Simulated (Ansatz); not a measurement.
```yaml
crystal:
  lattice:
    - [3.16739, 0.00000, 0.00000]
    - [-1.58369, 2.74304, 0.00000]
    - [0.00000, 0.00000, 5.28850]
  atoms:
    - { symbol: Co, position: [0.00000, 0.00000, 0.00714] }
    - { symbol: Co, position: [0.33333, 0.66667, 0.50714] }
    - { symbol: O, position: [0.00000, 0.00000, 0.36786] }
    - { symbol: O, position: [0.33333, 0.66667, 0.86786] }
```

Space group P6₃mc; a structure from a database of computed crystals, not necessarily the ambient phase; spin-polarised.

The calculation used Ansatz 0.2.0, DFT PBE, scalar-relativistic, plane waves, PAW.

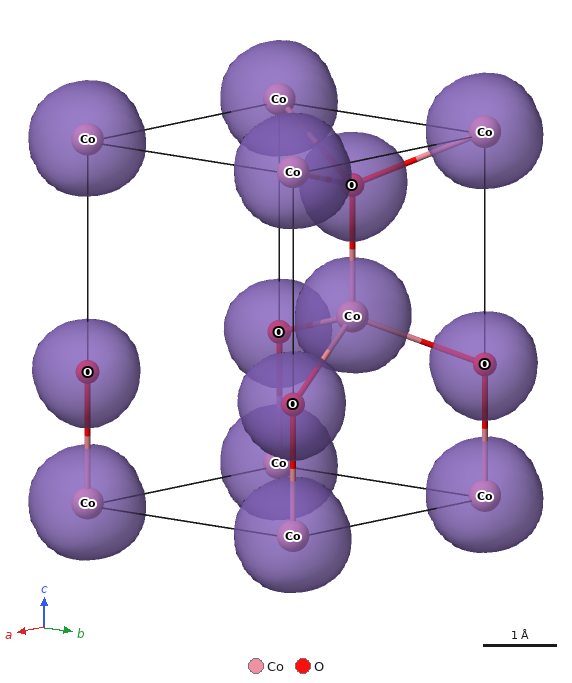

CoO. Isosurface of the valence charge density (pseudo) at 1 e/Å³ (purple), seen at an oblique angle. Sticks mark near contacts.

The density is the valence pseudo-density of a PAW calculation; it isn't the true density close to the nuclei.

Q: What does this surface tell about the bonding?

A: At this value the density breaks into separate islands; it holds about 80 % of the electrons treated as valence (semicore included). It bridges none of the near contacts. It is pinched off along the sampled Co–O (1.91 Å) and Co–O (1.97 Å) contacts. On the grid the lowest density along these lines, outside the cores, is 0.77 e/Å³ (Co–O, 1.91 Å) and 0.62 e/Å³ (Co–O, 1.97 Å).

Q: How are the moments arranged in this solution?

A: Antiferromagnetic in this solution, which needn't be the ground state, with some nearest magnetic neighbours parallel and some opposed; site moments Co: +2.1 μB and −2.1 μB in one cell of 4 atoms, with smaller moments on other sites: O (±0.16 μB).
